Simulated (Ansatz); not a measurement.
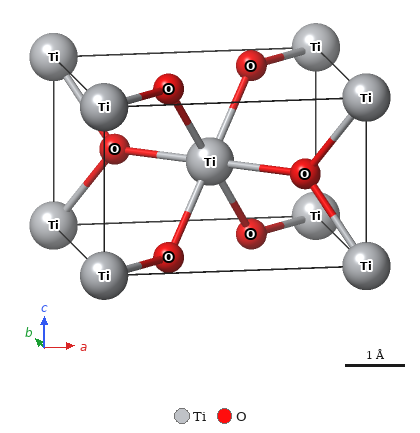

**Figure 1.** The structure as given in the input (ball-and-stick view of the cell of the calculation, seen slightly off an axis).

# Run report: TiO2, single-point calculation

System: TiO2 (P4₂/mnm, 6 atoms in the cell).
Method: DFT, r2SCAN, plane waves, PAW, no spin polarisation (Ansatz 0.2.0).

The structure derives from an entry of the Crystallography Open Database. Some settings of this run were made unusual or wrong on purpose. The geometry comes from this level: r2SCAN.

The input
```yaml
crystal:
  lattice:
    - [4.5968460306, 0.0, 0.0]
    - [0.0, 4.5968460306, 0.0]
    - [0.0, 0.0, 2.9535014736]
  atoms:
    - { symbol: Ti, position: [0.0, 0.0, 0.0] }
    - { symbol: Ti, position: [0.5, 0.5, 0.5] }
    - { symbol: O, position: [0.3046430017, 0.3046430017, 0.0] }
    - { symbol: O, position: [0.1953569983, 0.8046430017, 0.5] }
    - { symbol: O, position: [0.6953569983, 0.6953569983, 0.0] }
    - { symbol: O, position: [0.8046430017, 0.1953569983, 0.5] }
kpoints:
  mp_grid: { grid: [4, 4, 4] }
hamiltonian:
  xc: r2scan
scf:
  occupations: { method: fixed }
output:
  optics:
    e_range: [0.5, 10]
    de: 0.1
    sigma: 5
    scissors: 0
    scheme: fermi_dirac
    bands: { spectra_wanted_up_to: 10 }
  write_density: true
  write_potential: true
  elf: true
  volumetric_format: npy
```

Hardware: 4 threads of Arm Neoverse V2, 24 GiB of memory available, shared host.

Launch command:
```bash
ansatz run input.yaml --threads 4 --pin off --max-ram 5529MiB --backend cpu --events-out ev --progress --plain --runs-dir out
```

Log
```
Engine: ansatz 0.2.0, aarch64-unknown-linux-gnu
Pseudopotentials: kind: paw
Pseudopotential: Ti, paw, valence charge 12, recommended cutoff 500 eV (meta_gga), Ti.paw.azcp
Pseudopotential: O, paw, valence charge 6, recommended cutoff 500 eV (meta_gga), O.paw.azcp
Functional definition: r2SCAN
  parameter k0 = 0.174
  parameter k1 = 0.065
  parameter a1 = 4.9479
  exchange = r2scan_x(k0 = k0, k1 = k1, a1 = a1)
  correlation = r2scan_c
Crystal: 6 atoms, lattice volume = 62.410 Å³
Basis set: ecut = 500 eV, 1559 PW (Γ), exchange–correlation on 144×144×96 points (64 copies of the dense FFT grid, shifted against one another)
Bands: 30, of which v1, the nominal top of the filled ones, is band 24 counted from 1 (23 counted from 0)
Symmetry: 16 space group operations
Space group: P42/mnm (ITA 136), of the structure as read, at distance tolerance 4.0e-5 Å
k-points: 18 of 64
Non-local potential: Ti, projectors of the file, l = 0: 3, l = 1: 2, l = 2: 3, l = 3: 1
Non-local potential: O, projectors of the file, l = 0: 2, l = 1: 2, l = 2: 1
PAW form: soft (Blöchl's): semilocal exchange-correlation on the pseudo side does not see the compensation charge
PAW frozen core: Ti, regenerated for the run's functional (the file was generated under x = pbe(κ = 0.804, μ = 0.2195149727645171), c = pbe(β = 0.06672455060314922))
PAW frozen core: O, regenerated for the run's functional (the file was generated under x = pbe(κ = 0.804, μ = 0.2195149727645171), c = pbe(β = 0.06672455060314922))
PAW one-centre angular grid: Ti, 590 points (default); XC on 160 Gauss nodes
PAW one-centre angular grid: O, 302 points (default); XC on 160 Gauss nodes
Initial density: superposition of atomic densities (neutral atoms: chi_scale 0, normalization atom), corrected by the library's trained network
Initial wavefunctions: pseudopotential atomic-orbital guess
Functional: x = r2scan, c = r2scan; τ floored in thin density (d = 2e-4 eV/Å³)
SCF iter   1: F=—  HF=-7292.552196 eV  |F-HF|=—  |Δ(HF+E_count)|=         —  Δρ=2.77e-2  dr2=5.61e-1  dr2_τ=3.88e-1  ethr=1.77e-3  ⟨swp⟩=3.9  Hψ=2010  notcnv=0  defer=49
preconditioner: auto → Resta (q_TF=auto, 2.611 Å⁻¹)  ε∞=7.3  [insulator: Δε(μ)=2.736 eV  Ē_g=10.562 eV  n_scr=18 (ndim 8)  ℏωp=26.6 eV  f_vac=0.017  ε∞_Penn≈7.3]
SCF iter   2: F=—  HF=-7292.571013 eV  |F-HF|=—  |Δ(HF+E_count)|=   1.88e-2  Δρ=1.22e-2  dr2=4.46e-2  dr2_τ=2.86e-2  ethr=1.17e-3  ⟨swp⟩=3.0  Hψ=1183  notcnv=0  defer=29
SCF iter   3: F=—  HF=-7292.565582 eV  |F-HF|=—  |Δ(HF+E_count)|=   5.43e-3  Δρ=4.07e-3  dr2=6.12e-3  dr2_τ=5.46e-4  ethr=9.30e-5  ⟨swp⟩=2.0  Hψ=838  notcnv=0  defer=69
SCF iter   4: F=—  HF=-7292.565397 eV  |F-HF|=—  |Δ(HF+E_count)|=   1.85e-4  Δρ=1.16e-3  dr2=4.17e-4  dr2_τ=1.05e-4  ethr=1.27e-5  ⟨swp⟩=2.0  Hψ=757  notcnv=0  defer=72
SCF iter   5: F=—  HF=-7292.565469 eV  |F-HF|=—  |Δ(HF+E_count)|=   7.12e-5  Δρ=1.83e-4  dr2=2.29e-5  dr2_τ=1.48e-6  ethr=8.68e-7  ⟨swp⟩=2.1  Hψ=783  notcnv=0  defer=72
SCF iter   6: F=—  HF=-7292.565470 eV  |F-HF|=—  |Δ(HF+E_count)|=   1.48e-6  Δρ=5.08e-5  dr2=2.17e-6  dr2_τ=1.12e-7  ethr=4.77e-8  ⟨swp⟩=2.0  Hψ=943  notcnv=0  defer=29
SCF iter   7: F=—  HF=-7292.565469 eV  |F-HF|=—  |Δ(HF+E_count)|=   7.31e-7  Δρ=2.11e-5  dr2=3.24e-7  dr2_τ=1.60e-8  ethr=4.53e-9  ⟨swp⟩=2.5  Hψ=872  notcnv=0  defer=29
SCF iter   8: F=—  HF=-7292.565469 eV  |F-HF|=—  |Δ(HF+E_count)|=   2.72e-8  Δρ=2.55e-6  dr2=4.57e-9  dr2_τ=8.74e-11  ethr=6.76e-10  ⟨swp⟩=2.0  Hψ=674  notcnv=0  defer=29
SCF iter   9: F=—  HF=-7292.565469 eV  |F-HF|=—  |Δ(HF+E_count)|=  6.37e-11  Δρ=2.56e-7  dr2=4.19e-11  dr2_τ=5.49e-12  ethr=9.52e-12  ⟨swp⟩=2.6  Hψ=874  notcnv=0  defer=29
SCF iter  10: F=-7292.565469 eV  HF=-7292.565469 eV  |F-HF|=0.00e0  |Δ(HF+E_count)|=  3.82e-11  Δρ=4.52e-8  dr2=1.20e-12  dr2_τ=6.52e-14  ethr=1.00e-12  ⟨swp⟩=7.7  Hψ=1574  notcnv=0
SCF 1 converged in 10 iterations: F = -7292.565469 eV  dr2 = 1.20e-12
  greatest PAW one-centre occupation: 1.000 electrons in one spin orbital (limit 2), on the Ti atom at site 1 (counted from 0), in its partial waves of l = 0
```

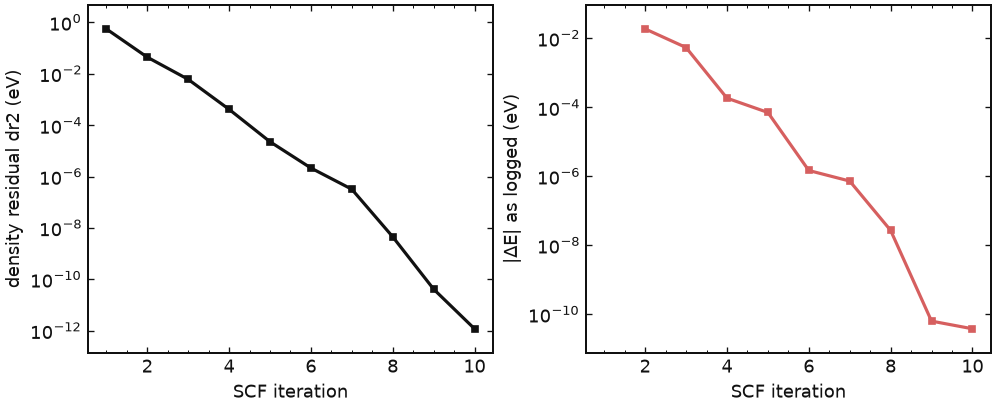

**Figure 2.** Convergence of the self-consistent field: density residual dr2 and size of the energy change against the SCF iteration. The residual falls at every step.

```
NSCF: frozen V_eff on 18 k-points
Optics k sum: 0 of 18 k-points
Optics k sum: 1 of 18 k-points
Optics k sum: 2 of 18 k-points
Optics k sum: 3 of 18 k-points
Optics k sum: 4 of 18 k-points
Optics k sum: 5 of 18 k-points
Optics k sum: 6 of 18 k-points
Optics k sum: 7 of 18 k-points
Optics k sum: 8 of 18 k-points
Optics k sum: 9 of 18 k-points
Optics k sum: 10 of 18 k-points
Optics k sum: 11 of 18 k-points
Optics k sum: 12 of 18 k-points
Optics k sum: 13 of 18 k-points
Optics k sum: 14 of 18 k-points
Optics k sum: 15 of 18 k-points
Optics k sum: 16 of 18 k-points
Optics k sum: 17 of 18 k-points
Optics k sum: 18 of 18 k-points
Optics k sum: 0 of 18 k-points
Optics k sum: 1 of 18 k-points
Optics k sum: 2 of 18 k-points
Optics k sum: 3 of 18 k-points
Optics k sum: 4 of 18 k-points
Optics k sum: 5 of 18 k-points
Optics k sum: 6 of 18 k-points
Optics k sum: 7 of 18 k-points
Optics k sum: 8 of 18 k-points
Optics k sum: 9 of 18 k-points
Optics k sum: 10 of 18 k-points
Optics k sum: 11 of 18 k-points
Optics k sum: 12 of 18 k-points
Optics k sum: 13 of 18 k-points
Optics k sum: 14 of 18 k-points
Optics k sum: 15 of 18 k-points
Optics k sum: 16 of 18 k-points
Optics k sum: 17 of 18 k-points
Optics k sum: 18 of 18 k-points
output.optics: what the bands over the 115 summed would add to eps1, eps2 and the energy-loss function is held between a lower and an upper bound (2 Lanczos steps). eps1, eps2 and their loss function (loss_summed_bands) are given on every row as the summed bands alone make them. Along an axis, on a row where the two bounds hold the loss function to about 1 % of the greater of itself and 0.5 % of |1/eps|, its cell (loss_completed) is given, with the completed eps1 and eps2 that it is formed of (a cell that is left empty reads nan in the table and null in the record). The two bounds hold it so along every axis on all 96 rows up to 10.000 eV. The run works to bound the rows up to 10.000 eV and no higher ones: a peak of the loss function over that energy may be left empty with no warning. To have the run work for it, set output.optics.bands.spectra_wanted_up_to to a higher energy. perfect_screening_sum, loss_f_sum_n_eff and, beside carriers, perfect_screening_limit are those of loss_summed_bands: over the bounded function the two sums would run over rows that are not all bounded, and lack what the bands left out lay past the top of the energy grid. Bounded is said of the bands left out alone, which are those that the basis at basis.ecutwfc holds: it says nothing of that cutoff, of the k-point mesh, of what the sum inside its cells errs by (eps2_relative_error), of the factors of all_electron_strengths, nor of how far the SCF is converged. The bands left out are taken at the k-points, and what their mean over the points' cells stands off that by is in neither bound: the run's estimate of it, which the test of a row counts in, is 0.01 % of |eps| at the most among the values given; where the mean stood off by over 0.5 % the points' spread read 0.1 to 3 times that
SCF converged after 10 iterations
Free energy (F): -7292.565469 eV
Harris-Foulkes:  -7292.565469 eV  (|F-HF|=0.00e0)
Internal energy: -7292.565469 eV  (E = F + TS)
E sigma→0 (E₀):  -7292.565469 eV
Fermi energy:    8.810791 eV
--- Per-component energies (eV) ---
  E_band       = -440.779390
  E_kinetic    = 1251.183693
  E_local      = -3079.158937  (includes V_loc(G=0)·N_el)
  E_nonlocal   = 191.754794
  E_hartree    = 1170.461519
  E_xc         = -482.944852
  E_vxc        = -693.277992  (∫ρ·V_xc dr)
  E_paw        = -2747.308659  (= ΣΔE_a)
  E_vpaw       = -497.803314  (= ΣTr[D̂ρ^β])
  E_aug_tail   = 0.004760  (compensation charges beyond the density's cutoff)
  E_vtau       = 45.594585  (kinetic-family band-sum trace: ∫τ·v_τ [+ j·A + Jᵃ·Aᵃ] dr)
  E_ewald      = -3595.923110
  E_core_change = -0.634678  (= ΣΔE_core)
  E_smearing   = -0.000000  (= −TS)
  E_closure    = -0.000000  (closes the sum)
  Σ components = -7292.565469   (vs F -7292.565469, Δ=0.00e0)
--- Band table (eV; the first three rows and the last of 18) ---
  k-point 0: bands = ["-50.3538", "-50.3363", "-25.6068", "-25.6068", "-25.4283", "-25.4283", "-25.3796", "-25.3440", "-10.4369", "-9.2872", "-8.5285", "-8.5285", "2.9407", "3.3173", "3.8072", "4.8593", "4.8593", "6.1774", "6.1774", "6.7555", "8.0661", "8.3333", "8.3333", "8.8108", "11.0260", "11.3505", "11.5666", "11.6660", "11.6660", "13.5270"]
  k-point 1: bands = ["-50.3307", "-50.3183", "-25.6106", "-25.5879", "-25.5407", "-25.5407", "-25.4199", "-25.4199", "-9.8489", "-8.9881", "-8.7997", "-8.7997", "3.7441", "3.9024", "4.5286", "4.5900", "4.5900", "5.3964", "6.3022", "6.9708", "6.9708", "7.2997", "7.2997", "8.3287", "11.3873", "11.7226", "12.0064", "12.2837", "12.2837", "13.2520"]
  k-point 2: bands = ["-50.3038", "-50.3038", "-25.8276", "-25.8276", "-25.4528", "-25.4528", "-25.4324", "-25.4324", "-9.0682", "-9.0682", "-8.9653", "-8.9653", "4.2001", "4.2001", "5.0512", "5.0512", "5.1055", "5.1055", "5.9484", "5.9484", "6.4173", "6.4173", "7.3359", "7.3359", "12.1127", "12.1127", "12.3711", "12.3711", "12.8294", "12.8294"]
  k-point 17: bands = ["-50.3037", "-50.3037", "-25.8267", "-25.8267", "-25.4550", "-25.4550", "-25.4338", "-25.4338", "-9.1575", "-9.1575", "-8.8548", "-8.8548", "4.0076", "4.0076", "4.1444", "4.1444", "5.1664", "5.1664", "5.9768", "5.9768", "7.4978", "7.4978", "8.1047", "8.1047", "11.7473", "11.7473", "12.3813", "12.3813", "12.4161", "12.4161"]
```

File v_z.tsv
```
# z_ang	v_es[eV]	v_tot[eV]
# format = ansatz-planar-average/11
# xc	r2scan
# density_cutoff_ev	2000
# datasets	Ti=:simpson_from_first_knot:soft:shift=0	O=:simpson_from_first_knot:soft:shift=0
# lattice	4.596846031	0.000000000	0.000000000
# lattice	0.000000000	4.596846031	0.000000000
# lattice	0.000000000	0.000000000	2.953501474
# sites	6
# site	22	0.000000000	0.000000000	0.000000000
# site	22	2.298423015	2.298423015	1.476750737
# site	8	1.400396973	1.400396973	0.000000000
# site	8	0.898026042	3.698819988	1.476750737
# site	8	3.196449057	3.196449057	0.000000000
# site	8	3.698819988	0.898026042	1.476750737
0.000000	2.136942e0	-1.049122e1
0.123063	2.480376e0	-1.010757e1
0.246125	3.436062e0	-8.883341e0
0.369188	4.800370e0	-7.037109e0
0.492250	6.339875e0	-4.960782e0
0.615313	7.748858e0	-3.066609e0
0.738375	8.395015e0	-2.218481e0
0.861438	7.748858e0	-3.066609e0
0.984500	6.339875e0	-4.960782e0
1.107563	4.800370e0	-7.037109e0
1.230626	3.436062e0	-8.883341e0
1.353688	2.480376e0	-1.010757e1
1.476751	2.136942e0	-1.049122e1
1.599813	2.480376e0	-1.010757e1
1.722876	3.436062e0	-8.883341e0
1.845938	4.800370e0	-7.037109e0
1.969001	6.339875e0	-4.960782e0
2.092064	7.748858e0	-3.066609e0
2.215126	8.395015e0	-2.218481e0
2.338189	7.748858e0	-3.066609e0
2.461251	6.339875e0	-4.960782e0
2.584314	4.800370e0	-7.037109e0
2.707376	3.436062e0	-8.883341e0
2.830439	2.480376e0	-1.010757e1
```

File optics_head.txt
```
# E[eV]	eps2_xx	eps2_yy	eps2_zz	eps2_xy	eps2_xz	eps2_yz	eps1_xx	eps1_yy	eps1_zz	eps1_xy	eps1_xz	eps1_yz	loss_summed_bands_xx	loss_summed_bands_yy	loss_summed_bands_zz	eps1_completed_xx	eps1_completed_yy	eps1_completed_zz	eps2_completed_xx	eps2_completed_yy	eps2_completed_zz	loss_completed_xx	loss_co
# format = ansatz-optics/6
# eps_inf(xx yy zz) = 3.975960 3.975960 4.461372
# eps_inf_bands = all
# eps_inf_summed_bands(xx yy zz) = 3.959206 3.959206 4.444438
# eps_inf_completed(xx yy zz) = 3.975960 3.975960 4.461372
# k_sum = mesh_cells
# eps2_relative_error = 0.0002
# eps_inf_relative_error = 0.0050
# f_sum_n_eff(xx yy zz) = 37.494970 37.494970 37.446487 of n_electrons = 48.000000
# f_sum_n_eff_momentum_only(xx yy zz) = 27.275133 27.275133 27.255087
# loss_f_sum_n_eff(xx yy zz) = 37.496711 37.496711 37.448710
# perfect_screening_sum(xx yy zz) = 0.747424 0.747424 0.775000
# perfect_screening_sum_on_rows(xx yy zz) = 0.747424 0.747424 0.775000
# the maxima of the summed bands' own loss function (the loss_summed_bands columns) are measured between the rows too: peak_sampling_summed_bands says what part of their heights the rows count for, and missed_extrema_summed_bands lists those of which they count for under four fifths, the half width
# peak_sampling_summed_bands_xx(least_part_sampled least_sampled_at_ev n_extrema n_missed) = none
# peak_sampling_summed_bands_yy(least_part_sampled least_sampled_at_ev n_extrema n_missed) = none
# peak_sampling_summed_bands_zz(least_part_sampled least_sampled_at_ev n_extrema n_missed) = none
# peak_sampling_completed and missed_extrema_completed say the same of the loss function that is bounded in the bands left out (the loss_completed columns), of its maxima between two points that are bounded alone
# peak_sampling_completed_xx(least_part_sampled least_sampled_at_ev n_extrema n_missed) = none
# peak_sampling_completed_yy(least_part_sampled least_sampled_at_ev n_extrema n_missed) = none
# peak_sampling_completed_zz(least_part_sampled least_sampled_at_ev n_extrema n_missed) = none
# n_bands = 115
# n_bands_set_by = photon_energy
# the loss_summed_bands columns' heights are not shown to be converged in n_bands (drawn for output.optics.bands)
# valid_up_to_ev = 16.577904
# least_direct_gap_ev = 2.215230e0 at k(fractional) = 0.000000 0.000000 0.000000, k_point = 0, channel = 0, bands = 23 24 (counted from 0)
# evaluated_top_ev = 228.500000
# all_electron_strengths = true
# band_completion = completed
# the eps1, eps2 and loss_summed_bands columns, and eps_inf_summed_bands or eps1_interband_at_0, are the summed bands' own on every row. eps_inf is eps_inf_completed where that is given along all three axes. loss_summed_bands is the loss function of that eps1 and eps2 (beside carriers the total's).
# response = whole
# tolerance = 0.01
# method = lanczos_chains
# lanczos_steps = 2
# chains_run = together
# ended_by = wanted_rows_settled
# boundable_up_to_ev = 31.577904
# wanted_up_to_ev = 10.000000
# the run works to bound the rows up to wanted_up_to_ev and no higher ones, so that a peak of the completed columns over that energy may read nan with no warning: a higher spectra_wanted_up_to under output.optics.bands (a deck at auto types it in the place of auto) has the run work for it too
# change_inside_cells = 0.0001 (estimated)
# the bands left out are taken at the k-points, and what their mean over the points' cells stands off that by is in neither bound: this much, as a part of |eps| at the most among the values given, which the test of a row counts in (under method = linear_solves it holds an estimate of how far a sum a
# bound_at_0(xx yy zz) = bounded bounded bounded
# rows_by_bound_xx(bounded bounds_too_wide limited_by_band_error limited_by_mesh_spread above_boundable_range not_finite) = 96 0 0 0 0 0
# rows_by_bound_yy(bounded bounds_too_wide limited_by_band_error limited_by_mesh_spread above_boundable_range not_finite) = 96 0 0 0 0 0
# rows_by_bound_zz(bounded bounds_too_wide limited_by_band_error limited_by_mesh_spread above_boundable_range not_finite) = 96 0 0 0 0 0
# bounded_ranges_ev_xx = 0.500000-10.000000
# bounded_ranges_ev_yy = 0.500000-10.000000
# bounded_ranges_ev_zz = 0.500000-10.000000
```

Outcome

```tsv
quantity	value
outcome	converged
space group (tolerance 0.01 Å)	P4₂/mnm (136)
electrons treated	48
free energy	−7292.5655 eV
Fermi energy	8.811 eV
gap on the k-point mesh	2.22 eV
wall time	14 s (CPU time 54 s)
peak memory	0.89 GiB
```

Some settings of this run were drawn to be unusual or wrong. It converged; results that depend on the unusual settings are not reference values.
